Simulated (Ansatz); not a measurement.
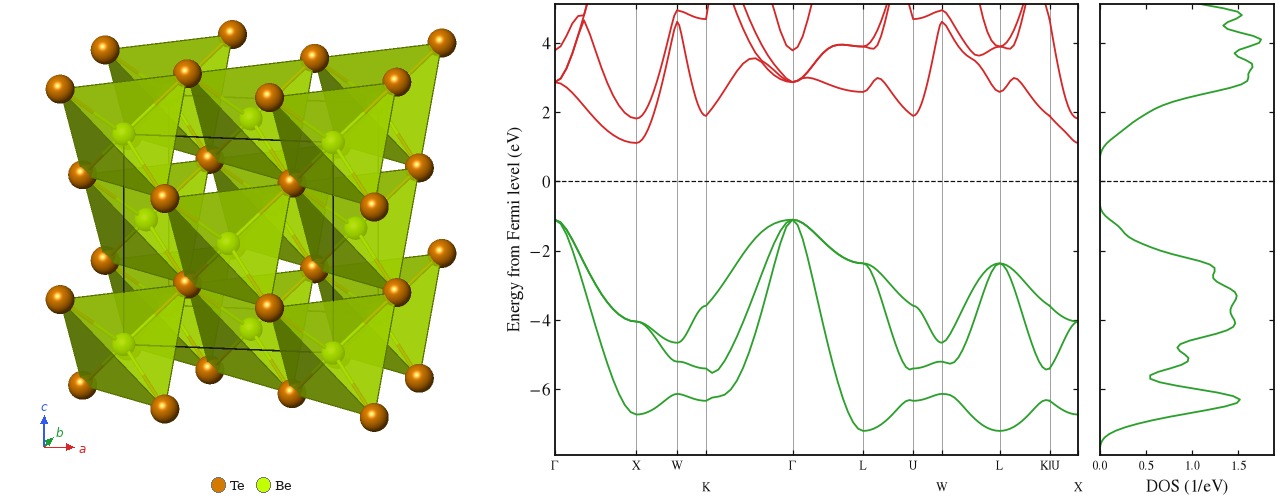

Band structure and density of states, beside the structure. Energies are counted from the Fermi level. The DOS curve is built from the levels of the k mesh with Gaussians 0.55 eV wide, which also blur the band edges; ripples of that width can come from the mesh.

The Ansatz input:

```yaml
crystal:
  lattice:
    - [0.0, 2.77, 2.77]
    - [2.77, 0.0, 2.77]
    - [2.77, 2.77, 0.0]
  atoms:
    - { symbol: Te, position: [0.75, 0.75, 0.75] }
    - { symbol: Be, position: [0.0, 0.0, 0.0] }
hamiltonian:
  xc: r2scan
  pseudopotentials: { kind: paw }
kpoints:
  mp_grid: { grid: [8, 8, 8] }
  band_path:
    path:
      - [[0.0, 0.0, 0.0], [0.5, 0.0, 0.5], [0.5, 0.25, 0.75], [0.375, 0.375, 0.75], [0.0, 0.0, 0.0], [0.5, 0.5, 0.5], [0.625, 0.25, 0.625], [0.5, 0.25, 0.75], [0.5, 0.5, 0.5], [0.375, 0.375, 0.75]]
      - [[0.625, 0.25, 0.625], [0.5, 0.0, 0.5]]
    npoints: 14
scf:
  occupations: { method: fermi_dirac, width: 0.05 }
  n_extra_bands: 6
output:
  forces: true
  stress: true
  eigenvalues: true
  fatbands: false
```

System: zincblende BeTe, space group F-43m, 2 atoms in the primitive cell.

Ansatz; r2SCAN, Ansatz PAW, no spin polarisation, no spin-orbit coupling, 8×8×8 k mesh, 500 eV cutoff.

What does the band structure say about the gap?

Answer. The bands leave a gap. The gap along this path is 2.22 eV and indirect, from the valence-band top at Γ to the conduction-band bottom at X; the smallest direct gap is 3.97 eV, at Γ.

How many bands meet at the valence-band top?

Answer. Three bands meet at the valence-band top at Γ: it is triply degenerate (spin aside).

What are the direct gaps at X, L and U?

Answer. The direct gaps are 5.16 eV at X, 4.95 eV at L and 5.48 eV at U.

How much do the top valence band and the lowest conduction band disperse along the path?

Answer. The top valence band spans 3.6 eV and the lowest conduction band 3.5 eV.

Spin-orbit coupling is left out, which matters for Te. The PAW data sets were made with another functional. LDA, GGA and most meta-GGA functionals understate gaps. The cell is at 4 GPa in this functional.
